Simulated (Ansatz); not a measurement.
**Geometry relaxation of Si$_{16}$H (part 1 of 2)**

The run: geometry relaxation of Si$_{16}$H (defect cell, 17 atoms in the cell). Method and program: DFT PBEsol, scalar-relativistic, plane waves, PAW, spin-polarised (Ansatz 0.2.0).

It belongs to a series of runs on one base structure; here: end point B relaxed.

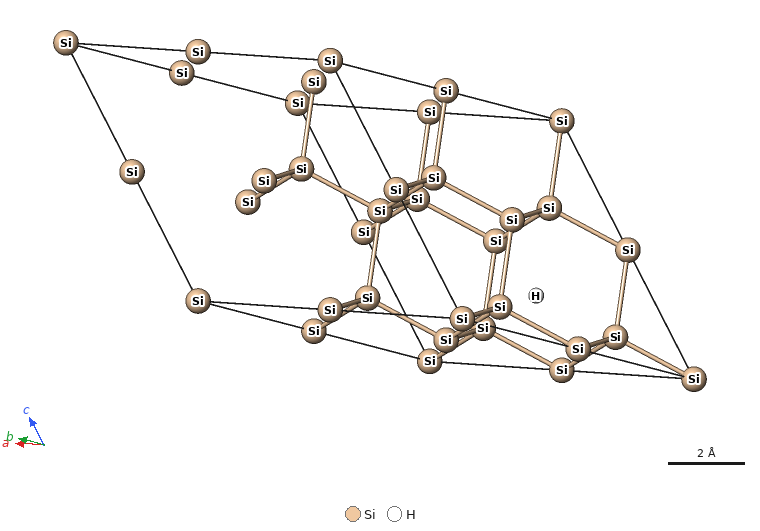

Fig. 1: The structure as given in the input (ball-and-stick view of the cell of the calculation, seen at an oblique angle). An atom can appear more than once, as a periodic image.

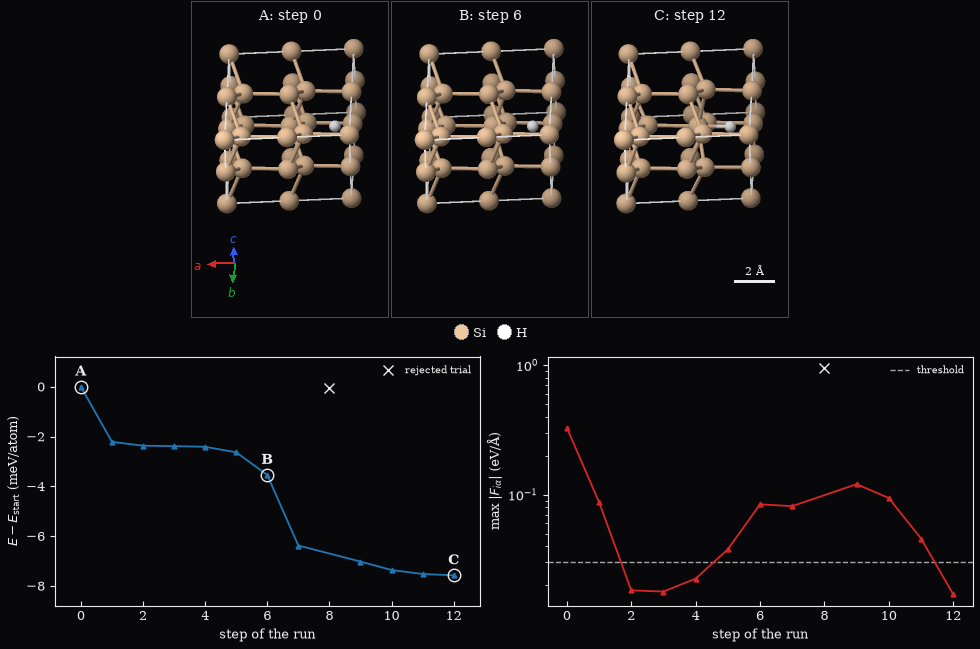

Fig. 2: Frames of the relaxation (ball-and-stick view of the cell of the calculation (origin shifted), seen at an oblique angle) above the curves, on which the letters mark them (the first geometry is step 0 here and step 1 in the log).

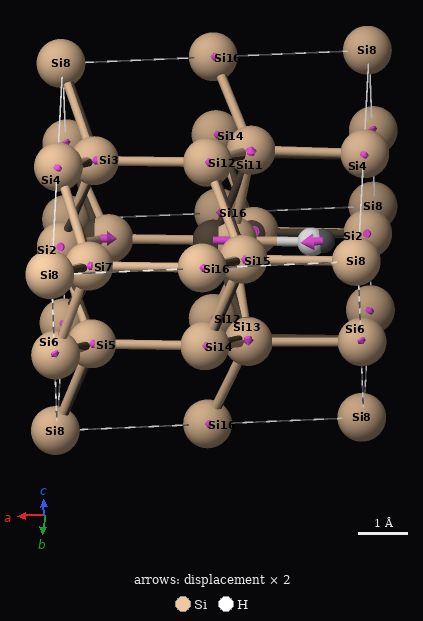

Fig. 3: Start (faint) and end (solid) with the displacements as pink arrows, magnified 2 times (ball-and-stick view of the cell of the calculation (origin shifted), seen at an oblique angle). Over 12 geometry steps the energy falls by 7.6 meV per atom. The largest force component goes from 0.33 to 0.017 eV/Å. The line search rejected the trial step at point 8 (counted from 0) and went back. The atom that moves furthest is Si10 (0.41 Å). Largest moves by element: Si 0.41 Å, H 0.24 Å. The cell doesn't change. Distances before and after: Si10–H17 2.285 → 1.643 Å, Si1–Si10 2.351 → 2.582 Å, Si11–Si12 2.351 → 2.332 Å, Si2–Si9 2.351 → 2.370 Å. New bonds form: Si10–H17 (2.28 → 1.64 Å). Among the angles that change: Si4–Si11–Si10 109.5° → 98.4°, Si1–Si10–Si9 109.5° → 99.4°, Si9–Si10–Si11 109.5° → 117.4°. (Atoms are counted from 1 in the order of the input.)

These pictures come from the run below.

### Input
```yaml
crystal:
  lattice:
    - [0.0, 5.43, 5.43]
    - [5.43, 0.0, 5.43]
    - [5.43, 5.43, 0.0]
  atoms:
    - { symbol: Si, position: [0.0, 0.0, 0.0] }
    - { symbol: Si, position: [0.125, 0.125, 0.125] }
    - { symbol: Si, position: [0.0, 0.0, 0.5] }
    - { symbol: Si, position: [0.125, 0.125, 0.625] }
    - { symbol: Si, position: [0.0, 0.5, 0.0] }
    - { symbol: Si, position: [0.125, 0.625, 0.125] }
    - { symbol: Si, position: [0.0, 0.5, 0.5] }
    - { symbol: Si, position: [0.125, 0.625, 0.625] }
    - { symbol: Si, position: [0.5, 0.0, 0.0] }
    - { symbol: Si, position: [0.625, 0.125, 0.125] }
    - { symbol: Si, position: [0.5, 0.0, 0.5] }
    - { symbol: Si, position: [0.625, 0.125, 0.625] }
    - { symbol: Si, position: [0.5, 0.5, 0.0] }
    - { symbol: Si, position: [0.625, 0.625, 0.125] }
    - { symbol: Si, position: [0.5, 0.5, 0.5] }
    - { symbol: Si, position: [0.625, 0.625, 0.625] }
    - { symbol: H, position: [0.26063771, 0.24166655, 0.24929997], spin: 1.0 }
magnetization:
  spin_polarized: true
basis:
  ecutwfc: 420.0
kpoints:
  mp_grid: { grid: [2, 2, 2] }
hamiltonian:
  xc: pbesol
scf:
  occupations: { method: gaussian, width: 0.05 }
  lower_state_search: "off"
relax:
  f_tol: 0.03
  max_steps: 60
  adjacent_minimum: "off"
```

Launch command:
```bash
ansatz run input.yaml --threads 2 --pin off --max-ram 5120MiB --backend cpu --events-out ev --progress --plain --runs-dir out
```

### What the program printed
```
Engine: ansatz 0.2.0, x86_64-unknown-linux-gnu
Pseudopotentials: kind: paw
Pseudopotential: Si, paw, valence charge 4, recommended cutoff 420 eV (normal), Si.paw.azcp
Pseudopotential: H, paw, valence charge 1, recommended cutoff 420 eV (normal), H.paw.azcp
Functional definition: PBEsol
  exchange = pbesol_x
  correlation = pbesol_c
Crystal: 17 atoms, lattice volume = 320.206 Å³
Basis set: ecut = 420 eV, 6231 PW (Γ), exchange–correlation on 108×108×108 points (8 copies of the dense FFT grid, shifted against one another)
Bands: 50, of which v1, the nominal top of the filled ones, is band 33 counted from 1 (32 counted from 0)
Symmetry: 1 space group operations
Space group: P1 (ITA 1), of the structure as read, at distance tolerance 6.8e-5 Å
Magnetic group: BNS 1.1 (UNI 1), of the structure as read, at distance tolerance 6.8e-5 Å
k-points: 8
Non-local potential: Si, projectors of the file, l = 0: 2, l = 1: 2, l = 2: 2
Non-local potential: H, projectors of the file, l = 0: 2, l = 1: 1
PAW form: soft (Blöchl's): semilocal exchange-correlation on the pseudo side does not see the compensation charge
PAW frozen core: Si, regenerated for the run's functional, and the local potential with it (the file was generated under x = pbe(κ = 0.804, μ = 0.2195149727645171), c = pbe(β = 0.06672455060314922))
PAW one-centre angular grid: Si, 110 points (default); XC on 64 Gauss nodes
PAW one-centre angular grid: H, 110 points (default); XC on 64 Gauss nodes
Starting moments: Σ|m| = 1 μB on 1 of 17 sites
Initial wavefunctions: pseudopotential atomic-orbital guess
Functional: x = pbesol(κ = 0.804, μ = 0.12345679012345678), c = pbesol(β = 0.046)
SCF iter   1: F=—  HF=-9958.001689 eV  |F-HF|=—  |Δ(HF+E_count)|=         —  Δρ=2.40e-2 (↑2.40e-2 ↓2.35e-2)  dr2=6.35e0  dr2_m=4.00e-2  M=0.899 μB ∫|m|=0.907 μB  β_m=0.30  ethr=3.10e-3  ⟨swp⟩=10.9  Hψ=4606  notcnv=0  defer=6
preconditioner: auto → Resta (q_TF=auto, 2.092 Å⁻¹)  ε∞=5.2  [insulator: Δε(μ)=0.423 eV  Ē_g=8.149 eV  σ=0.050 eV  W_gap=0.80  n_scr=58 (ndim 8)  ℏωp=16.7 eV  f_vac=0.000  D(μ)=5.26/eV (n_scr^D=26)  ε∞_Penn≈5.2]
spin=Collinear: Resta preconditioning applied to the charge; magnetization (m = ρ↑ − ρ↓) channel mixes plain (no charge-response kernel on spin).
SCF iter   2: F=—  HF=-9957.258815 eV  |F-HF|=—  |Δ(HF+E_count)|=   7.43e-1  Δρ=1.79e-2 (↑1.79e-2 ↓1.75e-2)  dr2=3.59e0  dr2_m=2.72e-2  M=0.913 μB ∫|m|=0.923 μB  β_m=0.30  ethr=3.10e-3  ⟨swp⟩=1.8  Hψ=965  notcnv=0  defer=11
SCF iter   3: F=—  HF=-9956.339586 eV  |F-HF|=—  |Δ(HF+E_count)|=   9.19e-1  Δρ=8.19e-3 (↑3.18e-3 ↓8.19e-3)  dr2=2.85e-1  dr2_m=7.16e-2  M=0.427 μB ∫|m|=0.493 μB  β_m=0.30  ethr=3.10e-3  ⟨swp⟩=3.3  Hψ=1340  notcnv=0  defer=11
SCF iter   4: F=—  HF=-9956.429063 eV  |F-HF|=—  |Δ(HF+E_count)|=   8.95e-2  Δρ=6.67e-3 (↑2.27e-3 ↓6.67e-3)  dr2=2.14e-1  dr2_m=4.54e-2  M=0.418 μB ∫|m|=0.468 μB  β_m=0.30  ethr=4.39e-4  ⟨swp⟩=2.2  Hψ=948  notcnv=0  defer=150
SCF iter   5: F=—  HF=-9956.627988 eV  |F-HF|=—  |Δ(HF+E_count)|=   1.99e-1  Δρ=7.56e-3 (↑7.56e-3 ↓4.70e-3)  dr2=8.89e-1  dr2_m=8.29e-3  M=0.915 μB ∫|m|=0.920 μB  β_m=1.00  ethr=3.29e-4  ⟨swp⟩=3.3  Hψ=1605  notcnv=0  defer=150
SCF iter   6: F=—  HF=-9956.474021 eV  |F-HF|=—  |Δ(HF+E_count)|=   1.54e-1  Δρ=3.33e-3 (↑1.94e-3 ↓3.33e-3)  dr2=2.85e-2  dr2_m=1.79e-2  M=0.455 μB ∫|m|=0.489 μB  β_m=0.30  ethr=3.29e-4  ⟨swp⟩=3.1  Hψ=1423  notcnv=0  defer=150
SCF iter   7: F=—  HF=-9956.492545 eV  |F-HF|=—  |Δ(HF+E_count)|=   1.85e-2  Δρ=2.42e-3 (↑2.42e-3 ↓1.67e-3)  dr2=2.54e-3  dr2_m=1.20e-2  M=0.449 μB ∫|m|=0.480 μB  β_m=0.30  ethr=4.39e-5  ⟨swp⟩=2.1  Hψ=1174  notcnv=0  defer=150
SCF iter   8: F=—  HF=-9956.502352 eV  |F-HF|=—  |Δ(HF+E_count)|=   9.81e-3  Δρ=1.70e-3 (↑1.37e-3 ↓1.70e-3)  dr2=1.47e-3  dr2_m=6.89e-3  M=0.439 μB ∫|m|=0.467 μB  β_m=0.30  ethr=3.91e-6  ⟨swp⟩=2.3  Hψ=1206  notcnv=0  defer=150
Mixer restart at iter 8: flushing history
spin-set hold released at iteration 8 (site moments contracting): the magnetisation degrees of freedom join the quasi-Newton model from the next iteration; the mixer history was flushed
SCF iter   9: F=—  HF=-9956.508269 eV  |F-HF|=—  |Δ(HF+E_count)|=   5.92e-3  Δρ=1.32e-3 (↑1.11e-3 ↓1.32e-3)  dr2=6.66e-4  dr2_m=4.32e-3  M=0.434 μB ∫|m|=0.460 μB  β_m=0.62  ethr=2.27e-6  ⟨swp⟩=2.0  Hψ=1026  notcnv=0  defer=150
SCF iter  10: F=—  HF=-9956.517443 eV  |F-HF|=—  |Δ(HF+E_count)|=   9.17e-3  Δρ=1.94e-4 (↑1.94e-4 ↓1.53e-4)  dr2=1.08e-5  dr2_m=8.57e-5  M=0.417 μB ∫|m|=0.434 μB  β_m=0.79  ethr=1.02e-6  ⟨swp⟩=3.5  Hψ=1501  notcnv=0  defer=150
SCF iter  11: F=—  HF=-9956.517603 eV  |F-HF|=—  |Δ(HF+E_count)|=   1.61e-4  Δρ=2.53e-5 (↑2.36e-5 ↓2.53e-5)  dr2=2.16e-6  dr2_m=1.56e-6  M=0.415 μB ∫|m|=0.430 μB  β_m=0.89  ethr=1.66e-8  ⟨swp⟩=5.0  Hψ=2514  notcnv=0
iter 12 did not close the SCF: its close was put off for a magnetic moment that had not settled (scf_convergence_deferred on its scf_iter line)
SCF iter  12: F=-9956.517607 eV  HF=-9956.517607 eV  |F-HF|=1.29e-8  |Δ(HF+E_count)|=   3.78e-6  Δρ=6.53e-6 (↑6.51e-6 ↓6.53e-6)  dr2=3.22e-7  dr2_m=6.15e-8  M=0.416 μB ∫|m|=0.430 μB  β_m=0.89  ethr=3.32e-9  ⟨swp⟩=1.5  Hψ=2094  notcnv=0
SCF iter  13: F=-9956.517607 eV  HF=-9956.517607 eV  |F-HF|=3.21e-9  |Δ(HF+E_count)|=   1.67e-7  Δρ=1.29e-6 (↑7.47e-7 ↓1.29e-6)  dr2=7.92e-9  dr2_m=2.05e-9  M=0.416 μB ∫|m|=0.430 μB  ethr=4.96e-10  ⟨swp⟩=1.0  Hψ=2001  notcnv=0
SCF 1 converged in 13 iterations: F = -9956.517607 eV  dr2 = 7.92e-9
  greatest PAW one-centre occupation: 0.642 electrons in one spin orbital (limit 2), on the Si atom at site 0 (counted from 0), in its partial waves of l = 0
relax step   1: F+E_penalty+E_count = -9956.51760732 eV  Δ(F+E_penalty+E_count) = +0.000e0 eV  max|allowed force component| = 3.288e-1 eV/Å  Δτ_max = 0.0000 Å  (13 SCF iters, dr2 threshold 2.25e-5 eV, accepted)
Initial density: handed on by an earlier stage of this run
Starting moments: Σ|m| = 1 μB on 1 of 17 sites; this step starts from the density that it was given
Initial wavefunctions: those handed on with the density
iter 1 solved again at ethr=9.92e-6 eV; its pass at ethr=3.10e-3 eV (dr2=6.45e-3 eV) is discarded
SCF iter   1: F=—  HF=-9956.555201 eV  |F-HF|=—  |Δ(HF+E_count)|=         —  Δρ=8.76e-4 (↑7.56e-4 ↓8.76e-4)  dr2=7.46e-3  dr2_m=6.36e-4  M=0.406 μB ∫|m|=0.421 μB  β_m=0.30  ethr=9.92e-6  ⟨swp⟩=2.8  Hψ=2525  notcnv=0  defer=150
preconditioner: auto → Resta (q_TF=auto, 2.092 Å⁻¹)  ε∞=5.4  [insulator: Δε(μ)=0.191 eV  Ē_g=7.975 eV  σ=0.050 eV  W_gap=0.77  n_scr=58 (ndim 8)  ℏωp=16.7 eV  f_vac=0.000  D(μ)=5.58/eV (n_scr^D=26)  ε∞_Penn≈5.4]
spin=Collinear: Resta preconditioning applied to the charge; magnetization (m = ρ↑ − ρ↓) channel mixes plain (no charge-response kernel on spin).
SCF iter   2: F=—  HF=-9956.554901 eV  |F-HF|=—  |Δ(HF+E_count)|=   3.00e-4  Δρ=6.18e-4 (↑5.25e-4 ↓6.18e-4)  dr2=2.57e-3  dr2_m=3.59e-4  M=0.406 μB ∫|m|=0.421 μB  β_m=0.55  ethr=9.92e-6  ⟨swp⟩=1.8  Hψ=669  notcnv=0  defer=150
SCF iter   3: F=—  HF=-9956.555172 eV  |F-HF|=—  |Δ(HF+E_count)|=   2.71e-4  Δρ=1.62e-4 (↑1.30e-4 ↓1.62e-4)  dr2=1.40e-4  dr2_m=2.68e-5  M=0.403 μB ∫|m|=0.417 μB  β_m=0.68  ethr=3.96e-6  ⟨swp⟩=2.0  Hψ=1035  notcnv=0  defer=150
SCF iter   4: F=—  HF=-9956.555228 eV  |F-HF|=—  |Δ(HF+E_count)|=   5.61e-5  Δρ=2.09e-5 (↑2.01e-5 ↓2.09e-5)  dr2=9.81e-6  dr2_m=5.84e-7  M=0.402 μB ∫|m|=0.416 μB  β_m=0.80  ethr=2.15e-7  ⟨swp⟩=2.0  Hψ=1134  notcnv=0  defer=150
iter 5 did not close the SCF: its close was put off for a magnetic moment that had not settled (scf_convergence_deferred on its scf_iter line)
SCF iter   5: F=-9956.555228 eV  HF=-9956.555229 eV  |F-HF|=1.82e-7  |Δ(HF+E_count)|=   6.99e-7  Δρ=8.13e-6 (↑5.72e-6 ↓8.13e-6)  dr2=7.04e-7  dr2_m=8.19e-8  M=0.402 μB ∫|m|=0.415 μB  β_m=0.90  ethr=1.04e-8  ⟨swp⟩=4.0  Hψ=2107  notcnv=0
SCF iter   6: F=-9956.555229 eV  HF=-9956.555229 eV  |F-HF|=3.82e-8  |Δ(HF+E_count)|=   1.75e-7  Δρ=1.76e-6 (↑1.76e-6 ↓1.40e-6)  dr2=5.88e-8  dr2_m=2.42e-9  M=0.402 μB ∫|m|=0.415 μB  ethr=1.08e-9  ⟨swp⟩=1.6  Hψ=2168  notcnv=0
SCF 2 converged in 6 iterations: F = -9956.555229 eV  dr2 = 5.88e-8
  greatest PAW one-centre occupation: 0.640 electrons in one spin orbital (limit 2), on the Si atom at site 0 (counted from 0), in its partial waves of l = 0
[...]
relax step   2: F+E_penalty+E_count = -9956.55522869 eV  Δ(F+E_penalty+E_count) = -3.762e-2 eV  max|allowed force component| = 8.759e-2 eV/Å  Δτ_max = 0.0349 Å  (6 SCF iters, dr2 threshold 6.76e-6 eV, accepted)
preconditioner: auto → Resta (q_TF=auto, 2.092 Å⁻¹)  ε∞=5.4  [insulator: Δε(μ)=0.185 eV  Ē_g=7.977 eV  σ=0.050 eV  W_gap=0.76  n_scr=58 (ndim 8)  ℏωp=16.7 eV  f_vac=0.000  D(μ)=5.68/eV (n_scr^D=26)  ε∞_Penn≈5.4]
spin=Collinear: Resta preconditioning applied to the charge; magnetization (m = ρ↑ − ρ↓) channel mixes plain (no charge-response kernel on spin).
relax step   3: F+E_penalty+E_count = -9956.55788945 eV  Δ(F+E_penalty+E_count) = -2.661e-3 eV  max|allowed force component| = 1.823e-2 eV/Å  Δτ_max = 0.0165 Å  (7 SCF iters, accepted)
preconditioner: auto → Resta (q_TF=auto, 2.092 Å⁻¹)  ε∞=5.4  [insulator: Δε(μ)=0.178 eV  Ē_g=7.977 eV  σ=0.050 eV  W_gap=0.74  n_scr=58 (ndim 8)  ℏωp=16.7 eV  f_vac=0.000  D(μ)=5.63/eV (n_scr^D=26)  ε∞_Penn≈5.4]
spin=Collinear: Resta preconditioning applied to the charge; magnetization (m = ρ↑ − ρ↓) channel mixes plain (no charge-response kernel on spin).
relax step   4: F+E_penalty+E_count = -9956.55818959 eV  Δ(F+E_penalty+E_count) = -3.001e-4 eV  max|allowed force component| = 1.784e-2 eV/Å  Δτ_max = 0.0064 Å  (6 SCF iters, accepted)
preconditioner: auto → Resta (q_TF=auto, 2.092 Å⁻¹)  ε∞=5.4  [insulator: Δε(μ)=0.174 eV  Ē_g=7.977 eV  σ=0.050 eV  W_gap=0.72  n_scr=58 (ndim 8)  ℏωp=16.7 eV  f_vac=0.000  D(μ)=5.55/eV (n_scr^D=26)  ε∞_Penn≈5.4]
spin=Collinear: Resta preconditioning applied to the charge; magnetization (m = ρ↑ − ρ↓) channel mixes plain (no charge-response kernel on spin).
relax step   5: F+E_penalty+E_count = -9956.55864394 eV  Δ(F+E_penalty+E_count) = -4.544e-4 eV  max|allowed force component| = 2.245e-2 eV/Å  Δτ_max = 0.0101 Å  (6 SCF iters, accepted)
preconditioner: auto → Resta (q_TF=auto, 2.092 Å⁻¹)  ε∞=5.4  [insulator: Δε(μ)=0.149 eV  Ē_g=7.980 eV  σ=0.050 eV  W_gap=0.62  n_scr=58 (ndim 8)  ℏωp=16.7 eV  f_vac=0.000  D(μ)=4.89/eV (n_scr^D=26)  ε∞_Penn≈5.4]
spin=Collinear: Resta preconditioning applied to the charge; magnetization (m = ρ↑ − ρ↓) channel mixes plain (no charge-response kernel on spin).
relax step   6: F+E_penalty+E_count = -9956.56238738 eV  Δ(F+E_penalty+E_count) = -3.743e-3 eV  max|allowed force component| = 3.784e-2 eV/Å  Δτ_max = 0.0415 Å  (7 SCF iters, accepted)
preconditioner: auto → Resta (q_TF=auto, 2.092 Å⁻¹)  ε∞=5.4  [insulator: Δε(μ)=0.095 eV  Ē_g=7.981 eV  σ=0.050 eV  W_gap=0.50  n_scr=58 (ndim 8)  ℏωp=16.7 eV  f_vac=0.000  D(μ)=4.09/eV (n_scr^D=14)  ε∞_Penn≈5.4]
spin=Collinear: Resta preconditioning applied to the charge; magnetization (m = ρ↑ − ρ↓) channel mixes plain (no charge-response kernel on spin).
  greatest PAW one-centre occupation: 0.641 electrons in one spin orbital (limit 2), on the Si atom at site 0 (counted from 0), in its partial waves of l = 0
```
